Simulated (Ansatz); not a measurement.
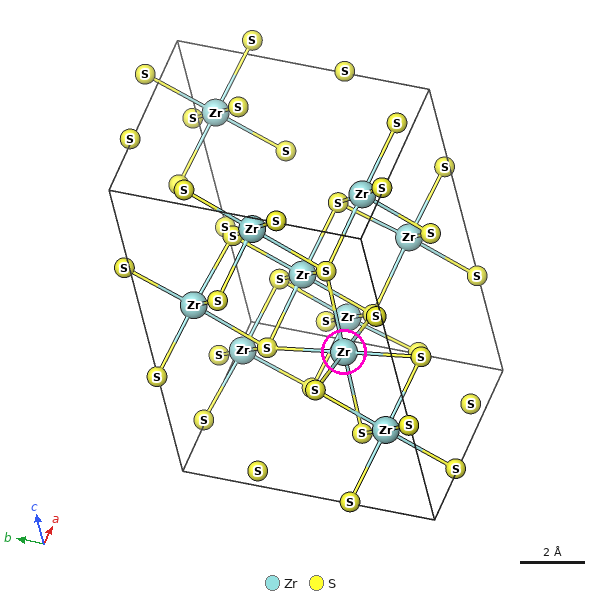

We look at a ball-and-stick model of the crystal from a general direction. The box is the supercell; atoms on or close to its faces, edges and corners are drawn wherever they repeat. The host is ZrS2, in a cell of 27 sites, and the cell is neutral. A ring marks the defect's site.

### What defect is present?

An interstitial zirconium atom. It is bonded to six S in a distorted octahedral arrangement at about 2.7 Å. Not all metal-metal contacts are counted.

The atoms were relaxed in the host's cell with DFT PBE, scalar-relativistic, plane waves, PAW in Ansatz.
